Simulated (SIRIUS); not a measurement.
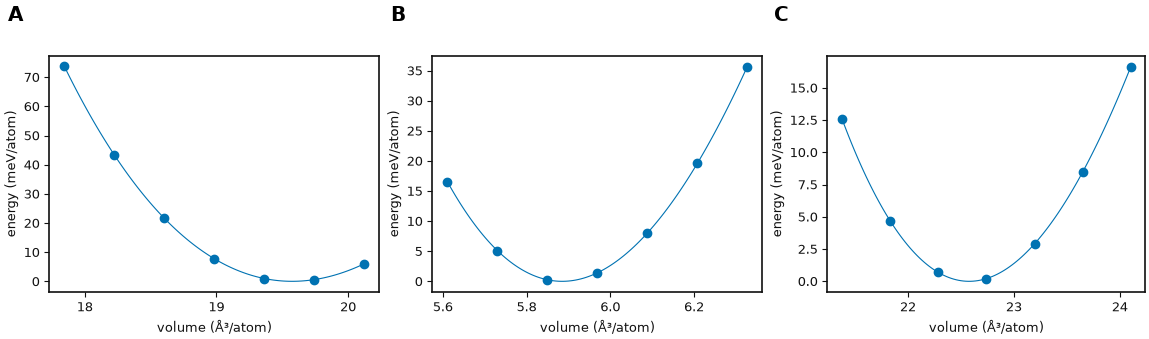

Each panel shows the energy against volume for one of these solids: BN, P6_3mc (No. 186); MgS, F-43m (No. 216); TaS₂, P-3m1 (No. 164).

Computed with SIRIUS 7.12.0: plane-wave DFT, no spin polarisation; energies at scaled volumes of the given cell, shape and fractions fixed, counted from the fit's minimum, third-order Birch-Murnaghan fit. Level: PBEsol.

**Which panel belongs to which solid?**

A is TaS₂ (energy from 0.59 meV/atom to 73.67 meV/atom, V0 19.57 Å³/atom, B0 132 GPa); B is BN (energy from 0.26 meV/atom to 35.68 meV/atom, V0 5.885 Å³/atom, B0 385 GPa); C is MgS (energy from 0.21 meV/atom to 16.64 meV/atom, V0 22.58 Å³/atom, B0 57.7 GPa).

For BN, limits of the calculation: shape and atomic fractions are frozen while scaling, which makes layered, chain and framework solids too stiff.

For TaS₂, limits of the calculation: shape and atomic fractions are frozen while scaling, which makes layered, chain and framework solids too stiff.
